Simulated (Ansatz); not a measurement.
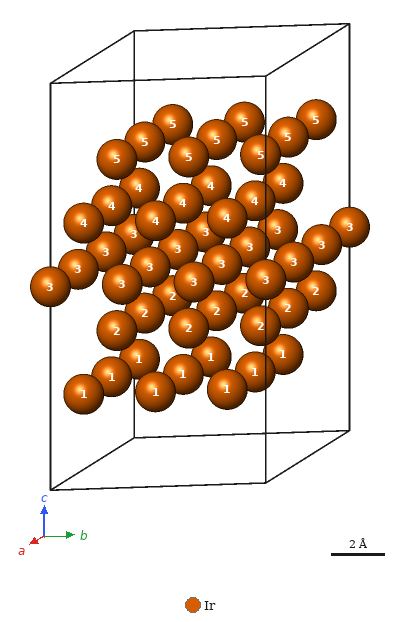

**Figure 1.** The starting structure (spheres-only view of the 3 × 3 repeat of the cell, with the vacuum cut short, seen slightly off an axis; atoms are numbered from 1 in the order of the input). An atom can appear more than once, as a periodic image.

## Geometry relaxation, with input and output: Ir (part 1 of 2)

Ir (slab, 5 atoms in the cell), computed with DFT PBE, scalar-relativistic, plane waves, PAW, no spin polarisation (Ansatz 0.2.0).

The structure derives from an entry of the Crystallography Open Database. It belongs to a series of runs on one base structure; here: (1 1 1) slab, atoms relaxed. Figures and captions count atoms from 1; the log counts them from 0 in places.

### What the program printed
```
Engine: ansatz 0.2.0, x86_64-unknown-linux-gnu
Pseudopotentials: kind: paw
Pseudopotential: Ir, paw, valence charge 17, recommended cutoff 420 eV (normal), Ir.paw.azcp
Functional definition: PBE
  parameter kappa = 0.804
  parameter beta = 0.06672455060314922
  exchange = pbe_x(kappa = kappa, mu = beta*pi^2/3)
  correlation = pbe_c(beta = beta)
Crystal: 5 atoms, lattice volume = 155.301 Å³
Basis set: ecut = 420 eV, 3039 PW (Γ), exchange–correlation on 40×40×324 points (8 copies of the dense FFT grid, shifted against one another)
Bands: 51, of which v1, the nominal top of the filled ones, is band 43 counted from 1 (42 counted from 0)
Symmetry: 6 space group operations
k-points: 27 of 225 (time reversal used)
Non-local potential: Ir, projectors of the file, l = 0: 3, l = 1: 2, l = 2: 2, l = 3: 1
PAW form: soft (Blöchl's): semilocal exchange-correlation on the pseudo side does not see the compensation charge
PAW one-centre angular grid: Ir, 590 points (default); XC on 64 Gauss nodes
Initial density: superposition of atomic densities (neutral atoms: chi_scale 0, normalization atom), corrected by the library's trained network
Initial wavefunctions: pseudopotential atomic-orbital guess
Functional: x = pbe(κ = 0.804, μ = 0.2195149727645171), c = pbe(β = 0.06672455060314922)
SCF iter   1: F=—  HF=-59674.714424 eV  |F-HF|=—  |Δ(HF+E_count)|=         —  Δρ=9.80e-3  dr2=1.66e0  ethr=1.77e-3  p=0.000 e·Å  D=6.07e-13 V/Å  ΔV_dip=-0.00 eV  dr2_dipole=1.73e-6  V_vac-E_F(+/−)=5.24/5.24 eV  ⟨swp⟩=8.2  Hψ=5961  notcnv=0  defer=4
efield: sawtooth ramp at fractional position 0.9800 (placed from the atoms, in the widest stretch of the axis that holds none; the zero of the levels goes with the place), width 0.0400; the density the first Hamiltonian is built on has a dipole p = 0.000 e·Å; the dipole correction subtracts the counter field D = 6.07e-13 V/Å, which shifts the + side's vacuum level by -0.00 eV against the − side's; the planar-averaged density in the ramp window peaks in size at 4.6e-5 e/Å³
preconditioner: auto → LDOS  [metal: Δε(μ)=0.008 eV  Ē_g=6.116 eV  σ=0.100 eV  W_gap=0.05  n_scr=18 (ndim 8)  ℏωp=20.0 eV  f_vac=0.481  D(μ)=4.99/eV (n_scr^D=18)  β→1.0]
SCF iter   2: F=—  HF=-59674.702324 eV  |F-HF|=—  |Δ(HF+E_count)|=   1.21e-2  Δρ=6.74e-3  dr2=4.05e-1  ethr=1.77e-3  p=-0.000 e·Å  D=-3.07e-5 V/Å  ΔV_dip=0.00 eV  dr2_dipole=4.46e-6  V_vac-E_F(+/−)=5.48/5.48 eV  ⟨swp⟩=1.3  Hψ=1603  notcnv=0  defer=13
SCF iter   3: F=—  HF=-59674.688797 eV  |F-HF|=—  |Δ(HF+E_count)|=   1.35e-2  Δρ=9.97e-4  dr2=5.73e-3  ethr=4.76e-4  p=-0.000 e·Å  D=-1.07e-5 V/Å  ΔV_dip=0.00 eV  dr2_dipole=3.95e-7  V_vac-E_F(+/−)=5.51/5.51 eV  ⟨swp⟩=1.1  Hψ=1399  notcnv=0  defer=29
SCF iter   4: F=—  HF=-59674.688321 eV  |F-HF|=—  |Δ(HF+E_count)|=   4.75e-4  Δρ=2.14e-4  dr2=3.98e-4  ethr=6.74e-6  p=0.000 e·Å  D=3.88e-6 V/Å  ΔV_dip=-0.00 eV  dr2_dipole=4.15e-9  V_vac-E_F(+/−)=5.53/5.53 eV  ⟨swp⟩=2.1  Hψ=2016  notcnv=0  defer=29
iter 5 did not close the SCF: its close was put off for the readings that it lacked (scf_convergence_deferred on its scf_iter line)
SCF iter   5: F=-59674.688341 eV  HF=-59674.688339 eV  |F-HF|=1.79e-6  |Δ(HF+E_count)|=   1.76e-5  Δρ=7.03e-5  dr2=6.73e-6  ethr=4.68e-7  p=0.000 e·Å  D=1.48e-6 V/Å  ΔV_dip=-0.00 eV  dr2_dipole=1.26e-8  V_vac-E_F(+/−)=5.54/5.54 eV  ⟨swp⟩=2.3  Hψ=1949  notcnv=0  defer=28
iter 6 did not close the SCF: its close was put off until two iterations running show no level that it waits for move by more than its bar (scf_convergence_deferred on its scf_iter line)
SCF iter   6: F=-59674.688341 eV  HF=-59674.688346 eV  |F-HF|=5.03e-6  |Δ(HF+E_count)|=   6.85e-6  Δρ=2.68e-5  dr2=5.86e-6  ethr=7.92e-9  p=-0.000 e·Å  D=-3.98e-7 V/Å  ΔV_dip=0.00 eV  dr2_dipole=2.53e-12  V_vac-E_F(+/−)=5.54/5.54 eV  ⟨swp⟩=17.7  Hψ=14383  notcnv=0
iter 7 did not close the SCF: its close was put off until two iterations running show no level that it waits for move by more than its bar (scf_convergence_deferred on its scf_iter line)
SCF iter   7: F=-59674.688345 eV  HF=-59674.688345 eV  |F-HF|=2.54e-7  |Δ(HF+E_count)|=   7.80e-7  Δρ=1.27e-5  dr2=5.00e-7  ethr=6.90e-9  p=-0.000 e·Å  D=-1.26e-7 V/Å  ΔV_dip=0.00 eV  dr2_dipole=4.86e-12  V_vac-E_F(+/−)=5.54/5.54 eV  ⟨swp⟩=11.1  Hψ=12161  notcnv=0
SCF iter   8: F=-59674.688345 eV  HF=-59674.688345 eV  |F-HF|=6.99e-8  |Δ(HF+E_count)|=   7.06e-8  Δρ=6.08e-6  dr2=6.63e-8  ethr=5.88e-10  p=-0.000 e·Å  D=-4.98e-8 V/Å  ΔV_dip=0.00 eV  dr2_dipole=1.03e-12  V_vac-E_F(+/−)=5.55/5.55 eV  ⟨swp⟩=9.7  Hψ=11098  notcnv=0
SCF 1 converged in 8 iterations: F = -59674.688345 eV  dr2 = 6.63e-8
  greatest PAW one-centre occupation: 1.000 electrons in one spin orbital (limit 2), on the Ir atom at site 2 (counted from 0), in its partial waves of l = 0
relax step   1: F+E_penalty+E_count = -59674.68834508 eV  Δ(F+E_penalty+E_count) = +0.000e0 eV  max|allowed force component| = 4.791e-1 eV/Å  Δτ_max = 0.0000 Å  (8 SCF iters, dr2 threshold 1.00e-5 eV, accepted)
Initial density: handed on by an earlier stage of this run
Initial wavefunctions: those handed on with the density
iter 1 solved again at ethr=1.11e-3 eV; its pass at ethr=3.10e-3 eV (dr2=9.42e-1 eV) is discarded
SCF iter   1: F=—  HF=-59674.668594 eV  |F-HF|=—  |Δ(HF+E_count)|=         —  Δρ=1.23e-2  dr2=9.41e-1  ethr=1.11e-3  p=-0.000 e·Å  D=-4.98e-8 V/Å  ΔV_dip=0.00 eV  dr2_dipole=9.47e-14  V_vac-E_F(+/−)=5.45/5.45 eV  ⟨swp⟩=1.6  Hψ=5157  notcnv=0  defer=29
efield: sawtooth ramp at fractional position 0.9800 (handed on by an earlier solve), width 0.0400; the density the first Hamiltonian is built on has a dipole p = -0.000 e·Å; the dipole correction subtracts the counter field D = -4.98e-8 V/Å, which shifts the + side's vacuum level by +0.00 eV against the − side's; the planar-averaged density in the ramp window peaks in size at 5.4e-6 e/Å³
preconditioner: auto → LDOS  [metal: Δε(μ)=0.071 eV  Ē_g=6.380 eV  σ=0.100 eV  W_gap=0.37  n_scr=18 (ndim 8)  ℏωp=20.0 eV  f_vac=0.494  D(μ)=4.19/eV (n_scr^D=16)  β→1.0]
SCF iter   2: F=—  HF=-59674.663918 eV  |F-HF|=—  |Δ(HF+E_count)|=   4.68e-3  Δρ=6.64e-3  dr2=2.44e-1  ethr=1.11e-3  p=-0.000 e·Å  D=-1.04e-7 V/Å  ΔV_dip=0.00 eV  dr2_dipole=8.25e-13  V_vac-E_F(+/−)=5.37/5.37 eV  ⟨swp⟩=2.1  Hψ=2115  notcnv=0  defer=29
SCF iter   3: F=—  HF=-59674.638571 eV  |F-HF|=—  |Δ(HF+E_count)|=   2.53e-2  Δρ=2.07e-3  dr2=2.39e-2  ethr=2.88e-4  p=-0.000 e·Å  D=-3.40e-8 V/Å  ΔV_dip=0.00 eV  dr2_dipole=7.15e-13  V_vac-E_F(+/−)=5.47/5.47 eV  ⟨swp⟩=2.5  Hψ=2367  notcnv=0  defer=35
SCF iter   4: F=—  HF=-59674.633492 eV  |F-HF|=—  |Δ(HF+E_count)|=   5.08e-3  Δρ=6.39e-4  dr2=2.54e-3  ethr=2.81e-5  p=-0.000 e·Å  D=-1.85e-7 V/Å  ΔV_dip=0.00 eV  dr2_dipole=4.97e-13  V_vac-E_F(+/−)=5.45/5.45 eV  ⟨swp⟩=2.7  Hψ=2434  notcnv=0  defer=36
SCF iter   5: F=—  HF=-59674.633485 eV  |F-HF|=—  |Δ(HF+E_count)|=   6.84e-6  Δρ=1.60e-4  dr2=7.58e-5  ethr=2.99e-6  p=-0.000 e·Å  D=-1.11e-7 V/Å  ΔV_dip=0.00 eV  dr2_dipole=3.69e-13  V_vac-E_F(+/−)=5.47/5.47 eV  ⟨swp⟩=1.4  Hψ=1510  notcnv=0  defer=36
SCF iter   6: F=-59674.633523 eV  HF=-59674.633524 eV  |F-HF|=1.10e-6  |Δ(HF+E_count)|=   3.90e-5  Δρ=5.09e-5  dr2=8.13e-6  ethr=1.69e-8  p=-0.000 e·Å  D=-5.54e-8 V/Å  ΔV_dip=0.00 eV  dr2_dipole=8.10e-14  V_vac-E_F(+/−)=5.48/5.48 eV  ⟨swp⟩=21.9  Hψ=14935  notcnv=0
SCF 2 converged in 6 iterations: F = -59674.633523 eV  dr2 = 8.13e-6
  greatest PAW one-centre occupation: 1.000 electrons in one spin orbital (limit 2), on the Ir atom at site 1 (counted from 0), in its partial waves of l = 0
relax step   2: F+E_penalty+E_count = -59674.63352319 eV  Δ(F+E_penalty+E_count) = +5.482e-2 eV  max|allowed force component| = 9.743e-1 eV/Å  Δτ_max = 0.1543 Å  (6 SCF iters, dr2 threshold 1.43e-5 eV, rejected (line search))
iter 1 solved again at ethr=4.97e-4 eV; its pass at ethr=3.10e-3 eV (dr2=4.22e-1 eV) is discarded
SCF iter   1: F=—  HF=-59674.728930 eV  |F-HF|=—  |Δ(HF+E_count)|=         —  Δρ=7.96e-3  dr2=4.32e-1  ethr=4.97e-4  p=-0.000 e·Å  D=-5.54e-8 V/Å  ΔV_dip=0.00 eV  dr2_dipole=1.33e-12  V_vac-E_F(+/−)=5.55/5.55 eV  ⟨swp⟩=1.9  Hψ=4827  notcnv=0  defer=33
efield: sawtooth ramp at fractional position 0.9800 (handed on by an earlier solve), width 0.0400; the density the first Hamiltonian is built on has a dipole p = -0.000 e·Å; the dipole correction subtracts the counter field D = -5.54e-8 V/Å, which shifts the + side's vacuum level by +0.00 eV against the − side's; the planar-averaged density in the ramp window peaks in size at 1.5e-6 e/Å³
preconditioner: auto → LDOS  [metal: Δε(μ)=0.014 eV  Ē_g=6.203 eV  σ=0.100 eV  W_gap=0.08  n_scr=18 (ndim 8)  ℏωp=20.0 eV  f_vac=0.484  D(μ)=4.47/eV (n_scr^D=16)  β→1.0]
SCF iter   2: F=—  HF=-59674.721815 eV  |F-HF|=—  |Δ(HF+E_count)|=   7.12e-3  Δρ=3.85e-3  dr2=8.48e-2  ethr=4.97e-4  p=-0.000 e·Å  D=-4.20e-7 V/Å  ΔV_dip=0.00 eV  dr2_dipole=5.98e-13  V_vac-E_F(+/−)=5.58/5.58 eV  ⟨swp⟩=2.0  Hψ=2027  notcnv=0  defer=33
SCF iter   3: F=—  HF=-59674.715529 eV  |F-HF|=—  |Δ(HF+E_count)|=   6.29e-3  Δρ=1.51e-3  dr2=1.14e-2  ethr=9.98e-5  p=-0.000 e·Å  D=-1.86e-7 V/Å  ΔV_dip=0.00 eV  dr2_dipole=1.18e-13  V_vac-E_F(+/−)=5.52/5.52 eV  ⟨swp⟩=2.5  Hψ=2326  notcnv=0  defer=33
SCF iter   4: F=—  HF=-59674.713047 eV  |F-HF|=—  |Δ(HF+E_count)|=   2.48e-3  Δρ=3.50e-4  dr2=7.02e-4  ethr=1.34e-5  p=-0.000 e·Å  D=-7.46e-8 V/Å  ΔV_dip=0.00 eV  dr2_dipole=6.99e-14  V_vac-E_F(+/−)=5.54/5.54 eV  ⟨swp⟩=2.5  Hψ=2174  notcnv=0  defer=33
SCF iter   5: F=—  HF=-59674.713060 eV  |F-HF|=—  |Δ(HF+E_count)|=   1.24e-5  Δρ=1.11e-4  dr2=3.38e-5  ethr=8.26e-7  p=0.000 e·Å  D=2.30e-8 V/Å  ΔV_dip=-0.00 eV  dr2_dipole=1.17e-12  V_vac-E_F(+/−)=5.53/5.53 eV  ⟨swp⟩=2.0  Hψ=1819  notcnv=0  defer=33
SCF iter   6: F=—  HF=-59674.713022 eV  |F-HF|=—  |Δ(HF+E_count)|=   3.73e-5  Δρ=3.00e-5  dr2=1.22e-6  ethr=3.98e-8  p=-0.000 e·Å  D=-7.64e-10 V/Å  ΔV_dip=0.00 eV  dr2_dipole=1.74e-14  V_vac-E_F(+/−)=5.52/5.52 eV  ⟨swp⟩=2.1  Hψ=2062  notcnv=0  defer=33
SCF iter   7: F=—  HF=-59674.713024 eV  |F-HF|=—  |Δ(HF+E_count)|=   1.88e-6  Δρ=9.62e-6  dr2=3.29e-7  ethr=1.18e-10  p=-0.000 e·Å  D=-1.78e-8 V/Å  ΔV_dip=0.00 eV  dr2_dipole=5.95e-13  V_vac-E_F(+/−)=5.52/5.52 eV  ⟨swp⟩=19.7  Hψ=12827  notcnv=0
iter 8 did not close the SCF: its close was put off until two iterations running show no level that it waits for move by more than its bar (scf_convergence_deferred on its scf_iter line)
SCF iter   8: F=-59674.713024 eV  HF=-59674.713024 eV  |F-HF|=7.17e-9  |Δ(HF+E_count)|=   7.95e-8  Δρ=2.55e-6  dr2=2.04e-8  ethr=1.18e-10  p=-0.000 e·Å  D=-2.87e-9 V/Å  ΔV_dip=0.00 eV  dr2_dipole=2.14e-13  V_vac-E_F(+/−)=5.52/5.52 eV  ⟨swp⟩=12.3  Hψ=10650  notcnv=0
SCF iter   9: F=-59674.713024 eV  HF=-59674.713024 eV  |F-HF|=5.00e-9  |Δ(HF+E_count)|=   9.82e-9  Δρ=8.69e-7  dr2=4.87e-9  ethr=2.39e-11  p=-0.000 e·Å  D=-5.24e-9 V/Å  ΔV_dip=0.00 eV  dr2_dipole=2.04e-14  V_vac-E_F(+/−)=5.52/5.52 eV  ⟨swp⟩=8.2  Hψ=9784  notcnv=0
SCF 3 converged in 9 iterations: F = -59674.713024 eV  dr2 = 4.87e-9
relax step   3: F+E_penalty+E_count = -59674.71302423 eV  Δ(F+E_penalty+E_count) = -2.468e-2 eV  max|allowed force component| = 7.391e-2 eV/Å  Δτ_max = 0.0590 Å  (9 SCF iters, accepted)
SCF iter   1: F=—  HF=-59674.713565 eV  |F-HF|=—  |Δ(HF+E_count)|=         —  Δρ=5.04e-4  dr2=1.97e-3  ethr=1.33e-5  p=-0.000 e·Å  D=-5.24e-9 V/Å  ΔV_dip=0.00 eV  dr2_dipole=1.42e-13  V_vac-E_F(+/−)=5.53/5.53 eV  ⟨swp⟩=2.1  Hψ=2535  notcnv=0  defer=27
efield: sawtooth ramp at fractional position 0.9800 (handed on by an earlier solve), width 0.0400; the density the first Hamiltonian is built on has a dipole p = -0.000 e·Å; the dipole correction subtracts the counter field D = -5.24e-9 V/Å, which shifts the + side's vacuum level by +0.00 eV against the − side's; the planar-averaged density in the ramp window peaks in size at 1.7e-6 e/Å³
preconditioner: auto → LDOS  [metal: Δε(μ)=0.004 eV  Ē_g=6.202 eV  σ=0.100 eV  W_gap=0.02  n_scr=18 (ndim 8)  ℏωp=20.0 eV  f_vac=0.485  D(μ)=4.58/eV (n_scr^D=16)  β→1.0]
SCF iter   2: F=—  HF=-59674.713560 eV  |F-HF|=—  |Δ(HF+E_count)|=   5.16e-6  Δρ=3.30e-4  dr2=5.85e-4  ethr=2.32e-6  p=0.000 e·Å  D=3.07e-8 V/Å  ΔV_dip=-0.00 eV  dr2_dipole=5.11e-12  V_vac-E_F(+/−)=5.53/5.53 eV  ⟨swp⟩=2.0  Hψ=2127  notcnv=0  defer=27
SCF iter   3: F=—  HF=-59674.713495 eV  |F-HF|=—  |Δ(HF+E_count)|=   6.55e-5  Δρ=6.09e-5  dr2=3.11e-5  ethr=6.88e-7  p=0.000 e·Å  D=2.77e-8 V/Å  ΔV_dip=-0.00 eV  dr2_dipole=2.04e-12  V_vac-E_F(+/−)=5.53/5.53 eV  ⟨swp⟩=2.0  Hψ=1963  notcnv=0  defer=27
SCF iter   4: F=—  HF=-59674.713428 eV  |F-HF|=—  |Δ(HF+E_count)|=   6.65e-5  Δρ=2.55e-5  dr2=3.49e-6  ethr=3.66e-8  p=0.000 e·Å  D=8.52e-9 V/Å  ΔV_dip=-0.00 eV  dr2_dipole=1.69e-13  V_vac-E_F(+/−)=5.53/5.53 eV  ⟨swp⟩=3.0  Hψ=2233  notcnv=0  defer=27
SCF iter   5: F=—  HF=-59674.713429 eV  |F-HF|=—  |Δ(HF+E_count)|=   5.24e-7  Δρ=9.22e-6  dr2=1.42e-7  ethr=4.10e-9  p=-0.000 e·Å  D=-7.16e-9 V/Å  ΔV_dip=0.00 eV  dr2_dipole=6.90e-13  V_vac-E_F(+/−)=5.52/5.52 eV  ⟨swp⟩=1.3  Hψ=1467  notcnv=0  defer=27
SCF iter   6: F=-59674.713429 eV  HF=-59674.713429 eV  |F-HF|=2.26e-8  |Δ(HF+E_count)|=   1.19e-7  Δρ=2.18e-6  dr2=8.32e-9  ethr=1.18e-10  p=-0.000 e·Å  D=-3.59e-9 V/Å  ΔV_dip=0.00 eV  dr2_dipole=2.46e-13  V_vac-E_F(+/−)=5.52/5.52 eV  ⟨swp⟩=16.3  Hψ=11602  notcnv=0
SCF 4 converged in 6 iterations: F = -59674.713429 eV  dr2 = 8.32e-9
relax step   4: F+E_penalty+E_count = -59674.71342890 eV  Δ(F+E_penalty+E_count) = -4.047e-4 eV  max|allowed force component| = 4.637e-3 eV/Å  Δτ_max = 0.0048 Å  (6 SCF iters, accepted)
```

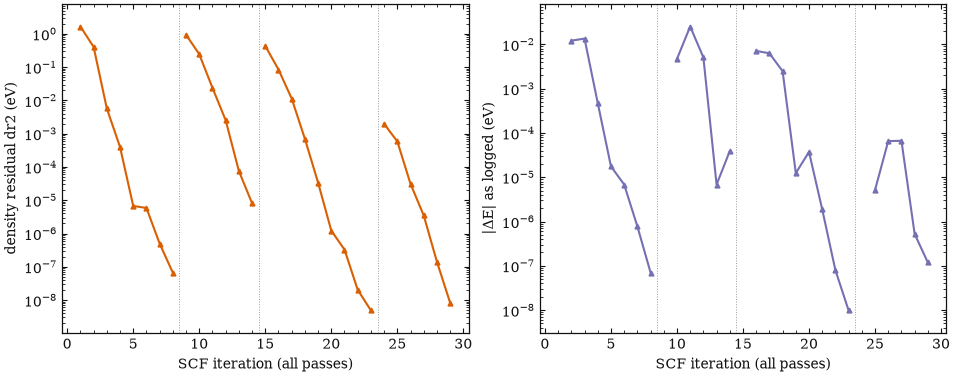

**Figure 2.** Convergence of the self-consistent field: density residual dr2 and size of the energy change against the SCF iteration. The dotted lines part the SCF passes of the relaxation: geometry steps, rejected trials and re-solves on a re-selected basis. The passes take 8, 6, 9 and 6 iterations.

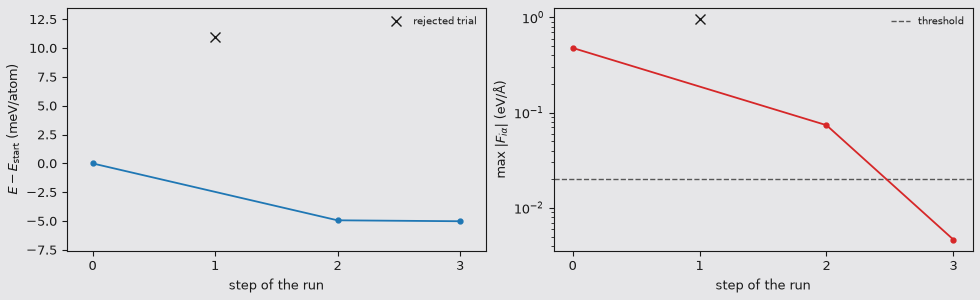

**Figure 3.** Progress of the relaxation, step by step (the first geometry is step 0 here and step 1 in the log).
